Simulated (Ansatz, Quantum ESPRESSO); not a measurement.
# Complex bands of CaO, rock salt type, lattice constant set to 4.767 Å, part 3 of 3

How good a tunnel barrier is CaO, rock salt type, lattice constant set to 4.767 Å?

Quantum ESPRESSO 7.5; plane-wave DFT, LDA, GBRV ultrasoft pseudopotentials; cross-check by Ansatz 0.2.0 with PAW datasets.

So far. Step 2 (Ground state): The run needed 13 iterations to bring the estimated error under 1e-09 Ry.

**4. Complex band structure, with ewind = 1.0**

Level of this step: complex band structure by pwcond; plane-wave DFT, LDA, GBRV ultrasoft pseudopotentials (Quantum ESPRESSO).

A sensitivity test on the input.

cbs.w.in

```
&inputcond
  outdir = './out'
  prefixl = 'scf'
  band_file = 'cbs.w'
  ikind = 0
  ewind = 1.0
  epsproj = 1e-05
  nz1 = 7
  energy0 = 7.44
  denergy = -0.24
/
4
  0.00000000 0.00000000 1.00000000
  0.50000000 0.00000000 1.00000000
  0.50000000 0.50000000 1.00000000
  0.25000000 0.00000000 1.00000000
40
```

Launch:

```bash
OMP_NUM_THREADS=1 mpirun -n 2 pwcond.x -in cbs.w.in > cbs.w.out
```

Numbers of over 12 decimals in the logs are rounded to 6 here.

Output:

```text
[banner, memory and clock lines left out]
Program PWCOND v.7.5 starts
[citation notice left out]

[...]
./out/scf.save/

     IMPORTANT: XC functional enforced from input :
     Exchange-correlation= PZ
                           (   1   1   0   0   0   0   0)
     Any further DFT definition will be discarded
     Please, verify this is what you really want

     Check: negative core charge=   -0.000003
     Reading collected, re-writing distributed wavefunctions

===== INPUT FILE containing the left lead =====

     GEOMETRY:

     lattice parameter (alat)  =       6.3698  a.u.
     the volume                =     365.5124 (a.u.)^3
     the cross section         =      40.5750 (a.u.)^2
     l of the unit cell        =       1.4142 (alat)
     number of atoms/cell      =            4
     number of atomic types    =            2

     crystal axes: (cart. coord. in units of alat)
               a(1) = (  1.0000  0.0000  0.0000 )
               a(2) = (  0.0000  1.0000  0.0000 )
               a(3) = (  0.0000  0.0000  1.4142 )

   Cartesian axes

     site n.     atom                  positions (alat units)
          1        Ca     tau(  1)=(  0.0000  0.0000  1.4142  )
          2        O      tau(  2)=(  0.5000  0.5000  1.4142  )
          3        Ca     tau(  3)=(  0.5000  0.5000  0.7071  )
          4        O      tau(  4)=(  0.0000  0.0000  0.7071  )

     nr1s                      =           25
     nr2s                      =           25
     nr3s                      =           40
     nr1sx                     =           25
     nr2sx                     =           25
     nr3sx                     =           40
     nr1                       =           30
     nr2                       =           30
     nr3                       =           45
     nr1x                      =           30
     nr2x                      =           30
     nr3x                      =           45

 _______________________________
  Radii of nonlocal spheres:

     type       ibeta     ang. mom.          radius (alat units)
       Ca         1         0                    0.3159
       Ca         2         0                    0.3159
       Ca         3         1                    0.3159
       Ca         4         1                    0.3159
       Ca         5         2                    0.3159
       Ca         6         2                    0.3159
       O          1         0                    0.1967
       O          2         0                    0.1967
       O          3         1                    0.1967
       O          4         1                    0.1967
       O          5         2                    0.1967
----- General information -----

----- Complex band structure calculation -----

     nrx                       =           25
     nry                       =           25
     nz1                       =            7

     energy0               =         7.4E+00
     denergy               =        -2.4E-01
     nenergy               =         40
     ecut2d                =         4.0E+01
     ewind                 =         1.0E+00
     epsproj               =         1.0E-05

     number of k_|| points=    4
                       cryst. coord.
        k(    1) = (   0.0000000   0.0000000), wk =   0.2500000
        k(    2) = (   0.5000000   0.0000000), wk =   0.2500000
        k(    3) = (   0.5000000   0.5000000), wk =   0.2500000
        k(    4) = (   0.2500000   0.0000000), wk =   0.2500000
----- Information about left lead -----

     nocros                   =           31
     noins                    =           31
     norb                     =           93
     norbf                    =           93
     nrz                      =           40

      iorb      type   ibeta   ang. mom.   m       position (alat)
        1        1       1        0        1   taunew(   1)=(  0.0000  0.0000  0.0000)
        2        1       2        0        1   taunew(   2)=(  0.0000  0.0000  0.0000)
[...]
93        2       5        2        5   taunew(  93)=(  0.5000  0.5000  1.4142)
 ngper, shell number =          137          22
 ngper, n2d =          137          53
---  E-Ef =    7.4400000  k =    0.0000000   0.0000000
---  ie =          1  ik =          1
 Nchannels of the left tip =            3
 Right moving states:
   k1(2pi/a)   k2(2pi/a)   E-Ef (eV)
  -0.3396102  -0.0000000   7.4400000
   0.3768139  -0.0000000   7.4400000
   0.3768139  -0.0000000   7.4400000
 Left moving states:
   k1(2pi/a)   k2(2pi/a)   E-Ef (eV)
   0.3396101  -0.0000000   7.4400000
  -0.3768139  -0.0000000   7.4400000
  -0.3768139  -0.0000000   7.4400000

---  E-Ef =    7.2000000  k =    0.0000000   0.0000000
---  ie =          2  ik =          1
 Nchannels of the left tip =            3
 Right moving states:
   k1(2pi/a)   k2(2pi/a)   E-Ef (eV)
   0.3326656  -0.0000000   7.2000000
   0.3326656  -0.0000000   7.2000000
  -0.3925475  -0.0000000   7.2000000
 Left moving states:
   k1(2pi/a)   k2(2pi/a)   E-Ef (eV)
  -0.3326656  -0.0000000   7.2000000
  -0.3326656  -0.0000000   7.2000000
   0.3925474  -0.0000000   7.2000000
[... further energies and points left out ...]
---  E-Ef =   -1.6800000  k =    0.2500000   0.0000000
---  ie =         39  ik =          4
 Nchannels of the left tip =            2
 Right moving states:
   k1(2pi/a)   k2(2pi/a)   E-Ef (eV)
  -0.1788126   0.0000000  -1.6800000
  -0.2786762  -0.0000000  -1.6800000
 Left moving states:
   k1(2pi/a)   k2(2pi/a)   E-Ef (eV)
   0.1788126   0.0000000  -1.6800000
   0.2786761   0.0000000  -1.6800000

---  E-Ef =   -1.9200000  k =    0.2500000   0.0000000
---  ie =         40  ik =          4
 Nchannels of the left tip =            2
 Right moving states:
   k1(2pi/a)   k2(2pi/a)   E-Ef (eV)
  -0.2809689   0.0000000  -1.9200000
  -0.3678415  -0.0000000  -1.9200000
 Left moving states:
   k1(2pi/a)   k2(2pi/a)   E-Ef (eV)
   0.2809690   0.0000000  -1.9200000
   0.3678414  -0.0000000  -1.9200000

[...]
```

Wall time 30 s (2 MPI ranks of AMD EPYC 9R14 (Zen 4), shared host); peak memory 0.14 GiB; 60 s of CPU time.

The changed values were drawn from a wide range, not chosen for quality; the comparison shows what they did here together.

Beside the run it was changed from:

| quantity | this run | unchanged run | difference |
| --- | --- | --- | --- |
| peak of the smallest κ at the zone centre (Å⁻¹) | 0.306 | 0.306 | 0 |
| peak of the smallest κ at (1/2, 0) (Å⁻¹) | 0.588 | 0.588 | 0 |
| peak of the smallest κ at (1/2, 1/2) (Å⁻¹) | 0.383 | 0.383 | 0 |
| wall time (s) | 30 | 52 |  |

The physical values in this table stay within 0.05 %.

**5. Cross-check with Ansatz**

A second code with its own PAW datasets, on the same atoms.

Level of this step: plane-wave DFT, LDA, Ansatz PAW (Ansatz 0.2.0).

input.yaml

```yaml
crystal:
  lattice:
    - [3.3707780259, 0.0, 0.0]
    - [0.0, 3.3707780259, 0.0]
    - [0.0, 0.0, 4.767]
  atoms:
    - { symbol: Ca, position: [0.0, 0.0, 0.0] }
    - { symbol: O, position: [0.5, 0.5, 0.0] }
    - { symbol: Ca, position: [0.5, 0.5, 0.5] }
    - { symbol: O, position: [0.0, 0.0, 0.5] }
kpoints:
  mp_grid: { grid: [8, 8, 6] }
hamiltonian:
  xc: lda
scf:
  occupations: { method: fixed }
  convergence: { dr2_threshold: 1.0e-09 }
output:
  transmission:
    leads: [[0, 0]]
    kpoints: [[0, 0], [0.5, 0], [0.5, 0.5], [0.25, 0]]
    e_range: [-1.92, 7.44]
    de: 0.24
```

Launch:

```bash
ansatz run input.yaml --threads 2 --pin off --max-ram 4096MiB --backend cpu --events-out ev --progress --plain --runs-dir out
```

Output:

```text
Engine: ansatz 0.2.0, x86_64-unknown-linux-gnu
Pseudopotentials: kind: paw
Pseudopotential: Ca, paw, valence charge 10, recommended cutoff 420 eV (normal), Ca.paw.azcp
Pseudopotential: O, paw, valence charge 6, recommended cutoff 420 eV (normal), O.paw.azcp
Functional definition: SPW92
  exchange = slater_x
  correlation = pw_c
Crystal: 4 atoms, lattice volume = 54.163 Å³
Basis set: ecut = 420 eV, 1055 PW (Γ)
Bands: 20, of which v1, the nominal top of the filled ones, is band 16 counted from 1 (15 counted from 0)
Symmetry: 32 space group operations
Space group: Fm-3m (ITA 225), of the structure as read, at distance tolerance 3.8e-5 Å
k-points: 60 of 384
Non-local potential: Ca, projectors of the file, l = 0: 3, l = 1: 2, l = 2: 2
Non-local potential: O, projectors of the file, l = 0: 2, l = 1: 2, l = 2: 1
PAW form: soft (Blöchl's): semilocal exchange-correlation on the pseudo side does not see the compensation charge
PAW frozen core: Ca, regenerated for the run's functional, and the local potential with it (the file was generated under x = pbe(κ = 0.804, μ = 0.219515), c = pbe(β = 0.066725))
PAW frozen core: O, regenerated for the run's functional, and the local potential with it (the file was generated under x = pbe(κ = 0.804, μ = 0.219515), c = pbe(β = 0.066725))
PAW one-centre angular grid: Ca, 110 points (default); XC on 64 Gauss nodes
PAW one-centre angular grid: O, 110 points (default); XC on 64 Gauss nodes
Initial density: superposition of atomic densities (neutral atoms: chi_scale 0, normalization atom), corrected by the library's trained network
Initial wavefunctions: pseudopotential atomic-orbital guess
Functional: x = slater, c = lda
SCF iter   1: F=—  HF=-4663.288927 eV  |F-HF|=—  |Δ(HF+E_count)|=         —  Δρ=1.67e-2  dr2=1.46e-1  ethr=1.77e-3  ⟨swp⟩=4.0  Hψ=5379  notcnv=0  defer=79
preconditioner: auto → none  [insulator: Δε(μ)=3.215 eV  Ē_g=16.826 eV  n_scr=14 (ndim 8)  ℏωp=26.7 eV  f_vac=0.000  ε∞_Penn≈3.5]
SCF iter   2: F=—  HF=-4663.274576 eV  |F-HF|=—  |Δ(HF+E_count)|=   1.44e-2  Δρ=1.50e-2  dr2=9.51e-2  ethr=4.57e-4  ⟨swp⟩=2.1  Hψ=2299  notcnv=0  defer=101
SCF iter   3: F=—  HF=-4663.251396 eV  |F-HF|=—  |Δ(HF+E_count)|=   2.32e-2  Δρ=2.46e-3  dr2=2.01e-3  ethr=2.97e-4  ⟨swp⟩=2.2  Hψ=1776  notcnv=0  defer=113
SCF iter   4: F=—  HF=-4663.250773 eV  |F-HF|=—  |Δ(HF+E_count)|=   6.24e-4  Δρ=5.86e-4  dr2=5.34e-5  ethr=6.29e-6  ⟨swp⟩=2.0  Hψ=1701  notcnv=0  defer=117
SCF iter   5: F=—  HF=-4663.250755 eV  |F-HF|=—  |Δ(HF+E_count)|=   1.78e-5  Δρ=8.54e-5  dr2=3.10e-6  ethr=1.67e-7  ⟨swp⟩=2.0  Hψ=1657  notcnv=0  defer=84
SCF iter   6: F=—  HF=-4663.250754 eV  |F-HF|=—  |Δ(HF+E_count)|=   8.68e-7  Δρ=8.17e-6  dr2=2.72e-8  ethr=9.69e-9  ⟨swp⟩=2.0  Hψ=1625  notcnv=0  defer=37
SCF iter   7: F=-4663.250754 eV  HF=-4663.250754 eV  |F-HF|=1.34e-10  |Δ(HF+E_count)|=   3.40e-9  Δρ=7.98e-7  dr2=2.50e-10  ethr=3.13e-12  ⟨swp⟩=4.6  Hψ=5411  notcnv=0
SCF 1 converged in 7 iterations: F = -4663.250754 eV  dr2 = 2.50e-10
  greatest PAW one-centre occupation: 0.996 electrons in one spin orbital (limit 2), on the Ca atom at site 2 (counted from 0), in its partial waves of l = 0
transmission: 8 of 32 steps passed
transmission: 16 of 32 steps passed
transmission: 24 of 32 steps passed
transmission: 32 of 32 steps passed
SCF converged after 7 iterations
Free energy (F): -4663.250754 eV
Harris-Foulkes:  -4663.250754 eV  (|F-HF|=1.34e-10)
Internal energy: -4663.250754 eV  (E = F + TS)
E sigma→0 (E₀):  -4663.250754 eV
Fermi energy:    7.561390 eV
--- Per-component energies (eV) ---
  E_band       = -198.851652
  E_kinetic    = 908.983747
  E_local      = -1759.535267  (includes V_loc(G=0)·N_el)
  E_nonlocal   = 233.680364
  E_hartree    = 577.590478
  E_xc         = -419.679480
  E_vxc        = -532.054863  (∫ρ·V_xc dr)
  E_paw        = -1926.518876  (= ΣΔE_a)
  E_vpaw       = -205.111365  (= ΣTr[D̂ρ^β])
  E_aug_tail   = 0.004899  (compensation charges beyond the density's cutoff)
  E_ewald      = -2278.536793
  E_core_change = 0.760175  (= ΣΔE_core)
  E_smearing   = -0.000000  (= −TS)
  E_closure    = 0.000000  (closes the sum)
  Σ components = -4663.250754   (vs F -4663.250754, Δ=0.00e0)
--- Band table (eV; the first three rows and the last of 60) ---
  k-point 0: bands = [... 12 lower, 7.1915, 7.5614, 7.5614, 7.5614, 11.0358, 12.3298, 13.7469, 13.7469]
  k-point 1: bands = [... 12 lower, 7.1897, 7.1897, 7.5002, 7.5002, 11.1670, 12.7251, 13.4782, 14.0253]
  k-point 2: bands = [... 12 lower, 7.2002, 7.2002, 7.3693, 7.3693, 11.5489, 12.8458, 13.4620, 14.7556]
  k-point 59: bands = [... 12 lower, 6.4885, 6.4885, 6.4885, 6.4885, 13.8403, 13.8403, 13.8403, 13.8403]
--- Transmission ---
  basis      : 97 plane waves across, 8 finite elements along
  points     : 4, as listed
  energies   : 40 from -1.920000 to 7.440000 eV about the Fermi level, 0.240000 eV apart; the leads are filled to 1.737184 eV, and channels, transmission and decay are at 1.680000 eV
  crystal 0  : Ca2O2, at the sites [0, 0], period 4.7670 Å: whole cells are its period
    offset         : up to 0.0000 Å between an atom of the period and one for which it stands
    channels       : 0.000000e0 a spin
    conductance    : none, the energies end too early or step too widely for 300 K: set another output.transmission.e_range or a lower de, or, where they end at an eighth of basis.ecutwfc, a higher one
    slowest decay  : 0.2919 /Å at (0.0000, 0.0000)
```

Elapsed: 7.6 s, on 2 threads; peak memory 0.38 GiB.

Numbers from this step:

| Quantity | Value |
| --- | --- |
| free energy | -4663.2508 eV |
| gap by band count | 3.474 eV |
| symmetry operations | 32 |
| slowest decay at the grid energy nearest mid-gap | 0.2919 Å⁻¹ |
| peak of the smallest κ at the zone centre | 0.3055 Å⁻¹ |
| peak of the smallest κ at (1/2, 0) | 0.5881 Å⁻¹ |
| peak of the smallest κ at (1/2, 1/2) | 0.3826 Å⁻¹ |
| peak of the smallest κ at (1/4, 0) | 0.4006 Å⁻¹ |
| valence top, on the run's zero | 7.561 eV |

K across = (0, 0) in the cell's reciprocal vectors; values within 0.0025 1/Å of each other count once, columns are sorted by size at each energy, a dash where no further value was kept. The Im kz of the slowest decaying states by energy, zero at the highest filled level of the SCF mesh:

| energy (eV) | decay 1 (Å⁻¹) | decay 2 (Å⁻¹) | decay 3 (Å⁻¹) |
| --- | --- | --- | --- |
| -1.92 | 0.155 | 0.978 | 1.31 |
| -1.20 | 0.158 | 0.822 | 1.22 |
| -0.48 | 0.384 | 0.457 | 1.13 |
| 0.00 | 0.0104 | 0.0232 | 0.448 |
| 0.24 | 0.140 | 0.363 | 0.472 |
| 0.96 | 0.249 | 0.523 | 0.555 |
| 1.68 | 0.292 | 0.556 | 0.604 |
| 2.40 | 0.306 | 0.576 | 0.608 |
| 3.12 | 0.295 | 0.357 | 0.585 |
| 3.84 | 0.254 | 0.541 | 0.590 |
| 4.56 | 0.139 | 0.472 | 0.586 |
| 5.28 | 0.368 | 0.576 | 0.611 |
| 6.00 | 0.174 | 0.475 | 0.557 |
| 6.72 | 0.280 | 0.351 | 0.529 |
| 7.44 | 0.199 | 0.394 | 0.460 |

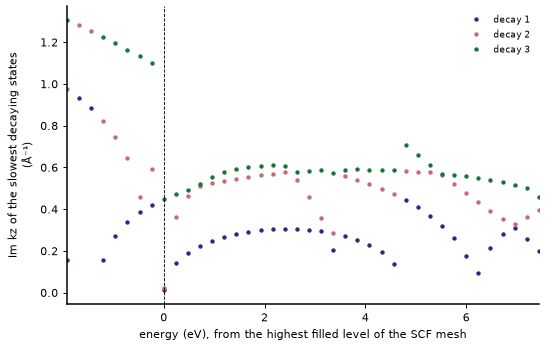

Im kz of the slowest decaying states against energy.

K across = (0, 0) in the cell's reciprocal vectors. Table of Re kz of states that move upwards by energy, zero at the highest filled level of the SCF mesh:

| energy (eV) | channel 1 (Å⁻¹) | channel 2 (Å⁻¹) | channel 3 (Å⁻¹) |
| --- | --- | --- | --- |
| -0.96 | -0.352 | - | - |
| 0.00 | - | - | - |
| 0.96 | - | - | - |
| 1.92 | - | - | - |
| 2.88 | - | - | - |
| 4.08 | 0.479 | - | - |
| 5.04 | -0.514 | 0.177 | - |
| 6.00 | -0.181 | 0.468 | - |
| 6.96 | -0.581 | 0.379 | 0.379 |

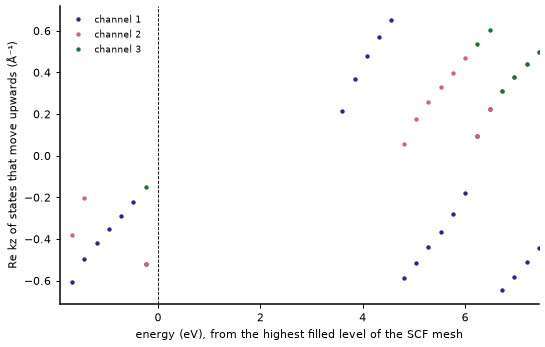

Re kz of states that move upwards against energy.

K across = (1/2, 0) in the cell's reciprocal vectors; values within 0.0025 1/Å of each other count once, columns are sorted by size at each energy, a dash where no further value was kept. Im kz of the slowest decaying states against energy, zero at the highest filled level of the SCF mesh:

| energy (eV) | decay 1 (Å⁻¹) | decay 2 (Å⁻¹) | decay 3 (Å⁻¹) |
| --- | --- | --- | --- |
| -1.92 | 0.265 | 0.556 | 0.726 |
| -1.20 | 0.502 | - | - |
| -0.48 | 0.310 | 0.616 | 0.660 |
| 0.00 | 0.404 | 0.652 | 0.738 |
| 0.24 | 0.433 | 0.663 | 0.762 |
| 0.96 | 0.491 | 0.675 | 0.803 |
| 1.68 | 0.527 | 0.663 | 0.816 |
| 2.40 | 0.562 | 0.622 | 0.812 |
| 3.12 | 0.576 | 0.796 | - |
| 3.84 | 0.548 | 0.769 | 1.46 |
| 4.56 | 0.506 | 0.730 | 1.37 |
| 5.28 | 0.445 | 0.679 | 1.26 |
| 6.00 | 0.345 | 0.610 | 1.13 |
| 6.72 | 0.298 | 0.514 | 0.942 |
| 7.44 | 0.351 | 0.472 | 0.521 |

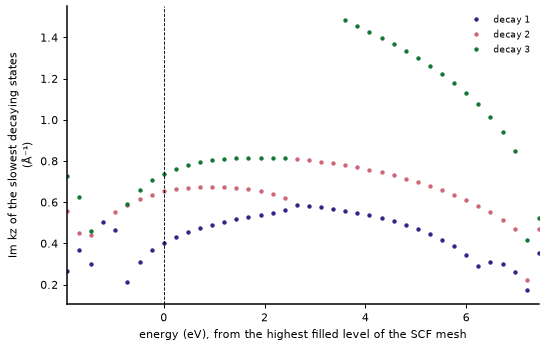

Im kz of the slowest decaying states, plotted against energy.

K across = (1/2, 1/2) in the cell's reciprocal vectors; values within 0.0025 1/Å of each other count once, columns are sorted by size at each energy, a dash where no further value was kept. The Im kz of the slowest decaying states by energy, zero at the highest filled level of the SCF mesh:

| energy (eV) | decay 1 (Å⁻¹) | decay 2 (Å⁻¹) | decay 3 (Å⁻¹) |
| --- | --- | --- | --- |
| -0.96 | 0.873 | - | - |
| 0.00 | 0.229 | 0.277 | 1.05 |
| 0.96 | 0.375 | 0.381 | 1.12 |
| 1.92 | 0.355 | 0.436 | 1.15 |
| 2.88 | 0.243 | 0.463 | 1.16 |
| 4.08 | 0.469 | 1.16 | 1.49 |
| 5.04 | 0.454 | 1.15 | 1.36 |
| 6.00 | 0.420 | 1.12 | 1.22 |
| 6.96 | 0.360 | 1.04 | 1.10 |

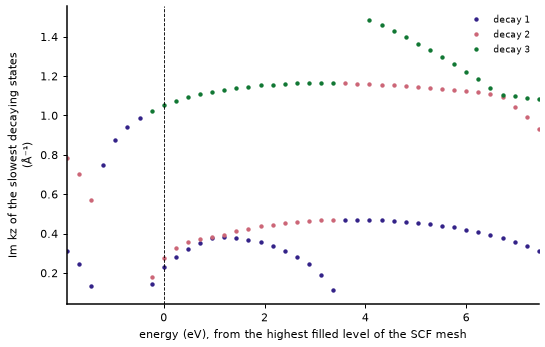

Im kz of the slowest decaying states, plotted against energy.

K across = (1/4, 0) in the cell's reciprocal vectors; values within 0.0025 1/Å of each other count once, columns are sorted by size at each energy, a dash where no further value was kept. Im kz of the slowest decaying states against energy, zero at the highest filled level of the SCF mesh:

| energy (eV) | decay 1 (Å⁻¹) | decay 2 (Å⁻¹) | decay 3 (Å⁻¹) |
| --- | --- | --- | --- |
| -1.92 | 0.757 | 0.860 | - |
| -1.44 | 0.581 | 0.722 | 1.47 |
| -0.72 | 0.397 | 0.437 | 0.447 |
| -0.24 | 0.087 | 0.461 | 0.477 |
| 0.00 | 0.200 | 0.479 | 0.553 |
| 0.24 | 0.254 | 0.495 | 0.588 |
| 0.72 | 0.318 | 0.523 | 0.617 |
| 1.44 | 0.368 | 0.553 | 0.628 |
| 1.92 | 0.386 | 0.566 | 0.621 |
| 2.40 | 0.397 | 0.576 | 0.605 |
| 3.12 | 0.400 | 0.564 | 0.583 |
| 3.60 | 0.396 | 0.526 | 0.585 |
| 4.08 | 0.389 | 0.475 | 0.583 |
| 4.80 | 0.344 | 0.368 | 0.526 |
| 5.28 | 0.303 | 0.466 | 0.568 |
| 5.76 | 0.193 | 0.388 | 0.558 |
| 6.24 | 0.0369 | 0.275 | 0.548 |
| 6.96 | 0.154 | 0.571 | 0.670 |
| 7.44 | 0.236 | 0.504 | 0.514 |

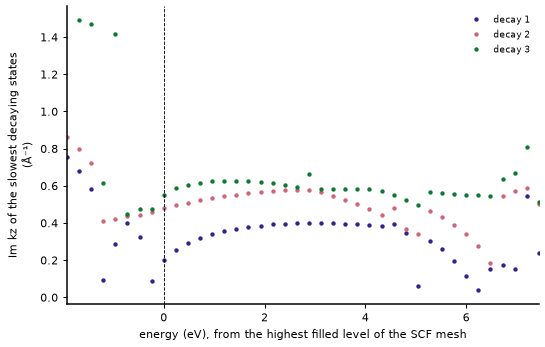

Im kz of the slowest decaying states, plotted against energy.

**6. By hand**

T falls as exp(−2κd). With κ = 0.294 1/Å, 10 Å of barrier pass exp(−2 × 0.294 × 10) = 0.0028 of that channel, interfaces aside.

**7. Results**

```json
{
 "gap on the SCF mesh": "3.48 eV",
 "smallest κ at mid-gap among the four k points, at the zone centre": "0.294 Å⁻¹",
 "peak of the smallest κ in the stop band at the zone centre": "0.306 Å⁻¹",
 "peak of the smallest κ in the stop band at (1/2, 0)": "0.588 Å⁻¹",
 "peak of the smallest κ in the stop band at (1/2, 1/2)": "0.383 Å⁻¹",
 "peak of the smallest κ in the stop band at (1/4, 0)": "0.401 Å⁻¹",
 "energy of the peak at the zone centre, over the highest filled level": "2.40 eV",
 "peak at the zone centre by Ansatz": "0.306 Å⁻¹"
}
```

In words: With a gap of 3.48 eV on the mesh, the smallest κ at mid-gap among the four k points, at the zone centre is 0.294 Å⁻¹ (LDA, GBRV ultrasoft). For a barrier with the Fermi level at mid-gap the slowest state found, at the zone centre, loses a factor of ten in probability every 3.9 Å or so. Stop bands away from the zone centre are mostly wider than the gap, so their peaks can lie above the conduction bottom. At the zone centre pwcond's peak is 0.306 and Ansatz's 0.306 1/Å, 0 % apart. The cell is the a/√2 one, turned by 45°, with two primitive cells, so X along [001] folds onto kz = 0. A semilocal gap is too small, often by a third to a half and by more in narrow-gap crystals, so real barriers decay faster.

[Logs are printed without paths, hosts, clocks, repeated set-up lines and the standing remarks that a program may print on its own settings, such as how far it seeks lower states.]

[Hosts, paths, dates, database ids (printed as entryN), source tags and the programs' standing remarks are cut or masked in the printed files.]

[Maps of the electrostatic potential energy from Ansatz leave out the sawtooth potential of an applied field or a dipole correction, so their vacuum need not be flat; planar profiles and work functions include it.]
